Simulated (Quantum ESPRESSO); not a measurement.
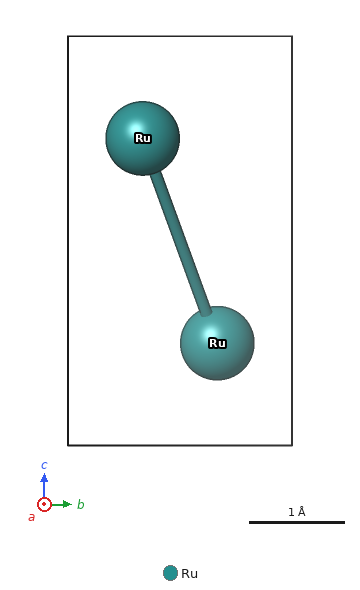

**Figure 1.** The input geometry (ball-and-stick view of the cell of the calculation, along the a axis). Near neighbours in the crystal (not all of them lie inside the picture): Ru has 12 Ru at 2.67 to 2.72 Å.

Ru: single-point calculation

System: Ru (P6₃/mmc, 2 atoms in the cell).
Method: Kohn-Sham DFT of a periodic cell, r2SCAN, SG15 PBE 1.2, no spin polarisation (Quantum ESPRESSO 7.5).

The structure derives from an entry of the Crystallography Open Database. The volume is scaled by 1.02.

What the program printed
```
This program is part of the open-source Quantum ESPRESSO suite
     for quantum simulation of materials; please cite
         "P. Giannozzi et al., J. Phys.:Condens. Matter 21 395502 (2009);
         "P. Giannozzi et al., J. Phys.:Condens. Matter 29 465901 (2017);
         "P. Giannozzi et al., J. Chem. Phys. 152 154105 (2020);
          URL
     in publications or presentations arising from this work. More details at

     IMPORTANT: XC functional enforced from input :
     Exchange-correlation= R2SCAN
                           (   0   0   0   0   0 497 498)
     Any further DFT definition will be discarded
     Please, verify this is what you really want

     K-points division:     npool     =       2
     Subspace diagonalization in iterative solution of the eigenvalue problem:
     a serial algorithm will be used

     G-vector sticks info
     --------------------
     sticks:   dense  smooth     PW     G-vecs:    dense   smooth      PW
     Sum         511     511    163                14833    14833    2827

     Using Slab Decomposition

     bravais-lattice index     =            0
     lattice parameter (alat)  =       5.1471  a.u.
     unit-cell volume          =     186.8768 (a.u.)^3
     number of atoms/cell      =            2
     number of atomic types    =            1
     number of electrons       =        32.00
     number of Kohn-Sham states=           24
     kinetic-energy cutoff     =      70.0000  Ry
     charge density cutoff     =     280.0000  Ry
     scf convergence threshold =      1.0E-08
     mixing beta               =       0.5000
     number of iterations used =            8  plain     mixing
     Exchange-correlation= R2SCAN
                           (   0   0   0   0   0 497 498)

     celldm(1)=   5.147084  celldm(2)=   0.000000  celldm(3)=   0.000000
     celldm(4)=   0.000000  celldm(5)=   0.000000  celldm(6)=   0.000000

     crystal axes: (cart. coord. in units of alat)
               a(1) = (   1.000000   0.000000   0.000000 )
               a(2) = (  -0.500000   0.866025   0.000000 )
               a(3) = (   0.000000   0.000000   1.582489 )

     reciprocal axes: (cart. coord. in units 2 pi/alat)
               b(1) = (  1.000000  0.577350 -0.000000 )
               b(2) = (  0.000000  1.154701  0.000000 )
               b(3) = (  0.000000 -0.000000  0.631916 )

     PseudoPot. # 1 for Ru read from file:
     Ru_ONCV_PBE-1.2.upf
     Pseudo is Norm-conserving, Zval = 16.0
     Generated using ONCVPSP code by D. R. Hamann
     Using radial grid of  602 points,  6 beta functions with:
                l(1) =   0
                l(2) =   0
                l(3) =   1
                l(4) =   1
                l(5) =   2
                l(6) =   2

     atomic species   valence    mass     pseudopotential
     Ru               16.00   101.07000     Ru( 1.00)

     No symmetry found

   Cartesian axes

     site n.     atom                  positions (alat units)
         1        Ru     tau(   1) = (   0.5000000   0.2886751   1.1868671  )
         2        Ru     tau(   2) = (  -0.0000000   0.5773503   0.3956224  )

     number of k points=   132  Fermi-Dirac smearing, width (Ry)=  0.0037

     Number of k-points >= 100: set verbosity='high' to print them.

     Dense  grid:    14833 G-vectors     FFT dimensions: (  36,  36,  48)

     WARNING: libxc functional with ID  497 depends
      on external parameters: check the user_guide of
      QE if you need to modify them or to check their
      default values.

     WARNING: libxc functional with ID  498 depends
      on external parameters: check the user_guide of
      QE if you need to modify them or to check their
      default values.

     Initial potential from superposition of free atoms

     starting charge      31.8777, renormalised to      32.0000
     Starting wfcs are random

     Self-consistent Calculation

     iteration #  1     ecut=    70.00 Ry     beta= 0.50
     Davidson diagonalization with overlap
     ethr =  1.00E-02,  avg # of iterations =  8.8

     total energy              =    -377.18949190 Ry
     estimated scf accuracy    <      17.56487696 Ry

     iteration #  2     ecut=    70.00 Ry     beta= 0.50
     Davidson diagonalization with overlap
     ethr =  1.00E-02,  avg # of iterations =  1.0

     total energy              =    -377.27083663 Ry
     estimated scf accuracy    <       3.86589675 Ry

     iteration #  3     ecut=    70.00 Ry     beta= 0.50
     Davidson diagonalization with overlap
     ethr =  1.00E-02,  avg # of iterations =  1.0

     total energy              =    -377.27376656 Ry
     estimated scf accuracy    <       0.03645613 Ry

     iteration #  4     ecut=    70.00 Ry     beta= 0.50
     Davidson diagonalization with overlap
     ethr =  1.14E-04,  avg # of iterations =  1.3

     total energy              =    -377.27391946 Ry
     estimated scf accuracy    <       0.00051282 Ry

     iteration #  5     ecut=    70.00 Ry     beta= 0.50
     Davidson diagonalization with overlap
     ethr =  1.60E-06,  avg # of iterations =  4.5

     total energy              =    -377.27390518 Ry
     estimated scf accuracy    <       0.00082602 Ry

     iteration #  6     ecut=    70.00 Ry     beta= 0.50
     Davidson diagonalization with overlap
     ethr =  1.60E-06,  avg # of iterations =  1.0

     total energy              =    -377.27393946 Ry
     estimated scf accuracy    <       0.00001832 Ry

     iteration #  7     ecut=    70.00 Ry     beta= 0.50
     Davidson diagonalization with overlap
     ethr =  5.73E-08,  avg # of iterations =  1.0

     total energy              =    -377.27394025 Ry
     estimated scf accuracy    <       0.00000043 Ry

     iteration #  8     ecut=    70.00 Ry     beta= 0.50
     Davidson diagonalization with overlap
     ethr =  1.34E-09,  avg # of iterations =  2.0

     total energy              =    -377.27394030 Ry
     estimated scf accuracy    <       0.00000040 Ry

     iteration #  9     ecut=    70.00 Ry     beta= 0.50
     Davidson diagonalization with overlap
     ethr =  1.25E-09,  avg # of iterations =  1.0

     End of self-consistent calculation

     Number of k-points >= 100: set verbosity='high' to print the bands.

     the Fermi energy is    23.1947 ev

!    total energy              =    -377.27394031 Ry
     estimated scf accuracy    <          5.6E-09 Ry
     smearing contrib. (-TS)   =      -0.00052813 Ry
     internal energy E=F+TS    =    -377.27341218 Ry

     The total energy is F=E-TS. E is the sum of the following terms:
     one-electron contribution =     -67.23550242 Ry
     hartree contribution      =      55.36812647 Ry
     xc contribution           =     -39.57947800 Ry
     ewald contribution        =    -325.82655822 Ry

     convergence has been achieved in   9 iterations

     Forces acting on atoms (cartesian axes, Ry/au):

     atom    1 type  1   force =    -0.00000008    0.00000009   -0.00002799
     atom    2 type  1   force =     0.00000008   -0.00000009    0.00002799

     Total force =     0.000040     Total SCF correction =     0.000346
     SCF correction compared to forces is large: reduce conv_thr to get better values

     Computing stress (Cartesian axis) and pressure

          total   stress  (Ry/bohr**3)                   (kbar)     P=     -102.62
  -0.00065475   0.00000000  -0.00000000          -96.32        0.00       -0.00
   0.00000000  -0.00065475  -0.00000000            0.00      -96.32       -0.00
  -0.00000000  -0.00000000  -0.00078333           -0.00       -0.00     -115.23

=------------------------------------------------------------------------------=
   JOB DONE.
=------------------------------------------------------------------------------=
```

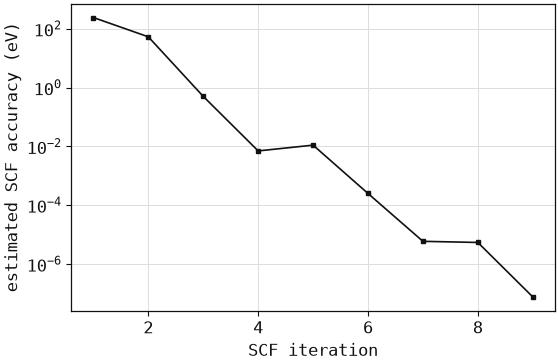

**Figure 2.** Convergence of the self-consistent field: estimated SCF accuracy against the iteration. The field takes 9 iterations in all.

This output came from the following input.

Input
```
&CONTROL
  calculation = 'scf'
  prefix = 'pwscf'
  outdir = './tmp'
  pseudo_dir = './pseudo'
  tprnfor = .true.
  tstress = .true.
  disk_io = 'nowf'
/
&SYSTEM
  ibrav = 0
  nat = 2
  ntyp = 1
  ecutwfc = 70
  nbnd = 24
  input_dft = 'r2scan'
  occupations = 'smearing'
  smearing = 'fd'
  degauss = 0.00367493
  nosym = .true.
  nr1 = 36
  nr2 = 36
  nr3 = 48
/
&ELECTRONS
  conv_thr = 1d-08
  electron_maxstep = 120
  mixing_beta = 0.5
/
ATOMIC_SPECIES
Ru   101.0700 Ru_ONCV_PBE-1.2.upf
CELL_PARAMETERS angstrom
   2.7237197275    0.0000000000    0.0000000000
  -1.3618598638    2.3588104769    0.0000000000
   0.0000000000    0.0000000000    4.3102577801
ATOMIC_POSITIONS crystal
Ru     0.6666666667    0.3333333333    0.7500000000
Ru     0.3333333333    0.6666666667    0.2500000000
K_POINTS automatic
8 8 4 0 0 0
```

Launched with:
```bash
OMP_NUM_THREADS=1 mpirun -n 2 pw.x -nk 2 -in pw.in > pw.out
```

Summary

```csv
quantity,value
outcome,converged
space group (tolerance 0.01 Å),P6₃/mmc (194)
electrons treated,32
free energy,−5133.0735 eV
Fermi energy,23.195 eV
gap on the k-point mesh,none (metallic)
pressure,−10.26 GPa
largest force (length of the vector),0.001 eV/Å
hardware,"2 threads of Arm Neoverse V2, 24 GiB of memory available, shared host"
wall time,2.4 min (CPU time 4.9 min)
peak memory,0.22 GiB
```

Further notes kept with the run: potentials made for another functional. Notes on the run: SCF correction compared to forces is large. Points of doubt noted for this run: coarse mesh; potentials made for another functional. The cell is under a tension of 10.3 GPa at this level, so it is not at its equilibrium volume.
